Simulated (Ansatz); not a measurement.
# Si$_{16}$O$_{31}$ (cell charge −1, with a compensating background) (cell with a defect): what the fields show

Input file:

```
crystal:
  lattice:
    - [9.861567, 0.0, 0.0]
    - [0.0, 8.179714, 0.0]
    - [-4.756099, 0.0, 8.808063]
  atoms:
    - { symbol: Si, position: [0.2855441, 0.9415574, 0.1753309] }
    - { symbol: Si, position: [0.3769013, 0.5688853, 0.1522356] }
    - { symbol: Si, position: [0.2100695, 0.4395305, 0.3312076] }
    - { symbol: Si, position: [0.122792, 0.0625029, 0.341831] }
    - { symbol: O, position: [0.2195068, 0.945426, 0.2911194] }
    - { symbol: O, position: [0.3264122, 0.7519359, 0.154871] }
    - { symbol: O, position: [0.053326, 0.5500378, 0.2639937] }
    - { symbol: O, position: [0.3422718, 0.5090965, 0.4841719] }
    - { symbol: O, position: [0.1732404, 0.2482094, 0.3469751], spin: 1.0 }
    - { symbol: O, position: [0.4483738, 0.042608, 0.2349788] }
    - { symbol: O, position: [0.1638073, 0.0091493, 0.0171996] }
    - { symbol: Si, position: [0.287479, 0.9407684, 0.6752594] }
    - { symbol: Si, position: [0.3701784, 0.5640224, 0.6500796] }
    - { symbol: Si, position: [0.2129886, 0.4433851, 0.8251513] }
    - { symbol: Si, position: [0.1246901, 0.061226, 0.8424357] }
    - { symbol: O, position: [0.226033, 0.9516676, 0.7992307] }
    - { symbol: O, position: [0.3312533, 0.7511403, 0.6633987] }
    - { symbol: O, position: [0.0557624, 0.5406125, 0.7661962] }
    - { symbol: O, position: [0.3365296, 0.5141201, 0.9808378] }
    - { symbol: O, position: [0.2700304, 0.4450465, 0.7033634] }
    - { symbol: O, position: [0.1729289, 0.2465237, 0.8502794] }
    - { symbol: O, position: [0.4446976, 0.0460856, 0.7289293] }
    - { symbol: O, position: [0.1615421, 0.0154817, 0.5122615] }
    - { symbol: Si, position: [0.7911309, 0.9368007, 0.1778942] }
    - { symbol: Si, position: [0.8772573, 0.5705075, 0.1582161] }
    - { symbol: Si, position: [0.7123745, 0.4343591, 0.3239698] }
    - { symbol: Si, position: [0.6247393, 0.062717, 0.3449413] }
    - { symbol: O, position: [0.7253318, 0.9434399, 0.2904145] }
    - { symbol: O, position: [0.8322069, 0.7464564, 0.1560618] }
    - { symbol: O, position: [0.5566528, 0.545723, 0.2700568] }
    - { symbol: O, position: [0.8407907, 0.5088437, 0.4871779] }
    - { symbol: O, position: [0.7770769, 0.4491809, 0.2097005] }
    - { symbol: O, position: [0.6677022, 0.2514743, 0.341192] }
    - { symbol: O, position: [0.9434133, 0.0503192, 0.2293882] }
    - { symbol: O, position: [0.6578264, 0.010476, 0.0160112] }
    - { symbol: Si, position: [0.7945692, 0.9440198, 0.6792301] }
    - { symbol: Si, position: [0.8700035, 0.5654578, 0.6509505] }
    - { symbol: Si, position: [0.7071248, 0.4404204, 0.8255376] }
    - { symbol: Si, position: [0.6236304, 0.0685835, 0.8511584] }
    - { symbol: O, position: [0.7261696, 0.9459221, 0.7974297] }
    - { symbol: O, position: [0.8243744, 0.7571582, 0.6566819] }
    - { symbol: O, position: [0.5562349, 0.5477876, 0.7663468] }
    - { symbol: O, position: [0.8410026, 0.515804, 0.9847333] }
    - { symbol: O, position: [0.7777498, 0.4511599, 0.7086943] }
    - { symbol: O, position: [0.6754521, 0.2550938, 0.843112] }
    - { symbol: O, position: [0.9494246, 0.0488348, 0.7377038] }
    - { symbol: O, position: [0.6645432, 0.0128393, 0.5190537] }
magnetization:
  spin_polarized: true
total_charge: -1
basis:
  ecutwfc: 420.0
kpoints:
  mp_grid: { grid: [1, 2, 1] }
hamiltonian:
  xc: pbesol
  pseudopotentials: { kind: paw, azcp: { folder: soft_1 } }
scf:
  occupations: { method: gaussian, width: 0.05 }
  lower_state_search: "off"
relax:
  f_tol: 0.03
  max_steps: 60
  adjacent_minimum: "off"
output:
  write_density: true
  write_potential: true
  elf: true
  volumetric_format: npy
```

Launched as:

```sh
ansatz run input.yaml --threads 4 --pin off --max-ram 10240MiB --backend cpu --events-out ev --progress --plain --runs-dir out
```

The fields are those of the run's last geometry, not of the input's.

The SCF solution may not be the lowest one; PAW files of the earlier set (soft_1); the program warned that a starting moment wasn't kept; spin-polarised, but the moments vanished.

These are results of DFT PBEsol, scalar-relativistic, plane waves, PAW in Ansatz, not measurements.

In a PAW calculation such maps are meaningful between the atoms, not at the nuclei.

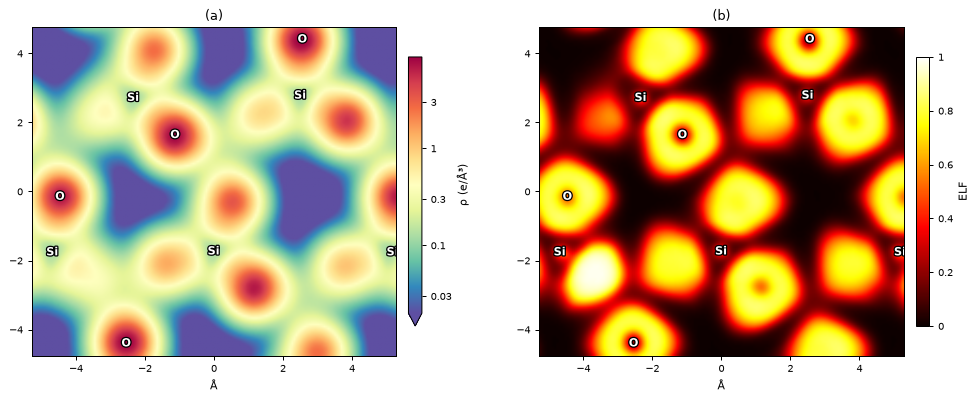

Figure 1. (a) valence electron density; (b) ELF on the (010) plane of the calculation cell.

Describe what can be read from this map.

Atoms in the plane: Si and O.
Atoms just off the plane (Si, 0.8 Å away and O, 0.3 Å away) can leave unmarked features too.
Si–O (1.63 Å): the density is about 1.2 e/Å³ at the midpoint; the ELF peaks at about 0.85 between the atoms; a polar covalent bond.
Between the atoms the lowest density in this plane is 0.005 e/Å³.
The ELF also peaks beside O, away from the bonds: lone-pair regions.

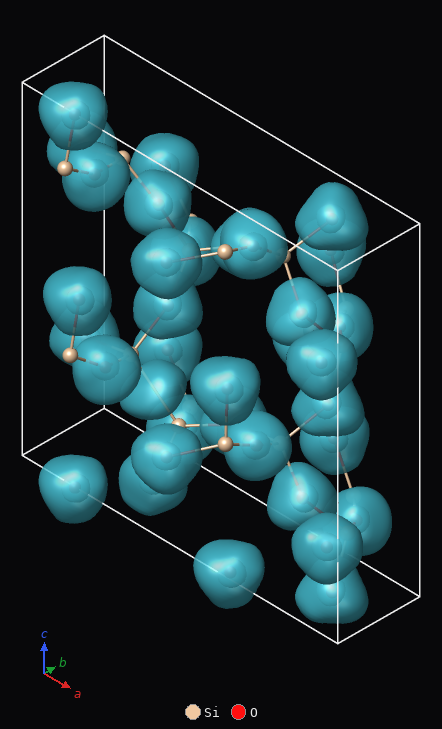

Figure 2. Isosurface of the ELF at 0.7 (cyan), seen slightly off an axis. Only the valence region is drawn (cores and ρ < 0.01 e/Å³ removed). Sticks mark near contacts.

What do the ELF domains correspond to?

The ELF exceeds this value in one region between bonded Si–Si atoms (shared pairs) and 31 regions on O in which the atom's valence shell and bonds are merged, counted in one cell of 47 atoms. Any copies at cell faces, edges or corners count once. Profiles from the grid: Si–O (1.61 Å): the ELF peaks at about 0.85 between the atoms, as expected for a short, strongly polar bond. Si–Si (2.41 Å): the ELF peaks at about 1 between the atoms: localised, covalent bonding.
